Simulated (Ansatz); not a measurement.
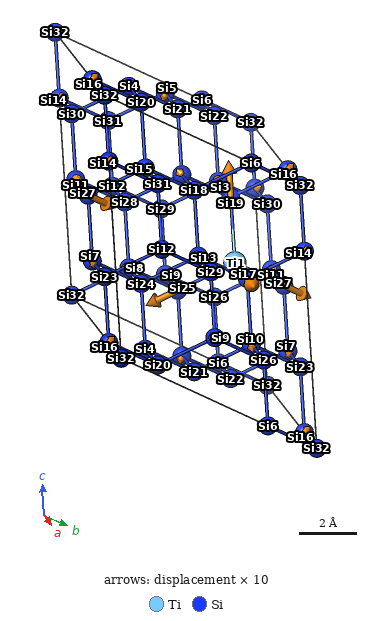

This is a relaxation of a defect cell of composition TiSi$_{31}$. The starting structure is drawn; orange arrows show the displacements, magnified 10 times.

Style: ball-and-stick. Shown: the cell of the calculation, slightly off an axis.

Level of theory: DFT PBEsol, scalar-relativistic, plane waves, PAW (Ansatz 0.2.0). (plane-wave cutoff 420 eV; k-point mesh 2 × 2 × 2; occupations gaussian; smearing width 0.02 eV; mesh shifted by (0.5, 0.5, 0.5); no spin polarisation; atoms relaxed in a fixed cell; force threshold 0.03 eV/Å; at most 40 steps)

Question: What happened in the run?

Answer: The largest moves, 0.13 Å, are those of Si atoms. Ti stays in place. The lattice vectors keep their values. Some distances before and after: Si–Ti 2.353 → 2.487 Å, Si–Si 2.353 → 2.339 Å. Bond angles that change, for instance: Si–Si–Si 109.5° → 106.4°, Ti–Si–Si 109.5° → 106.7°, Si–Si–Si 109.5° → 112.1°. The energy falls by 0.437 eV per cell of the calculation in 2 accepted moves (3 points after the start). The largest force component goes from 0.96 to 0.016 eV/Å. 1 step only repeated the SCF at the same geometry. Cost: 16 s on 8 threads of Arm Neoverse V1 (shared host), peak memory 1 GiB.
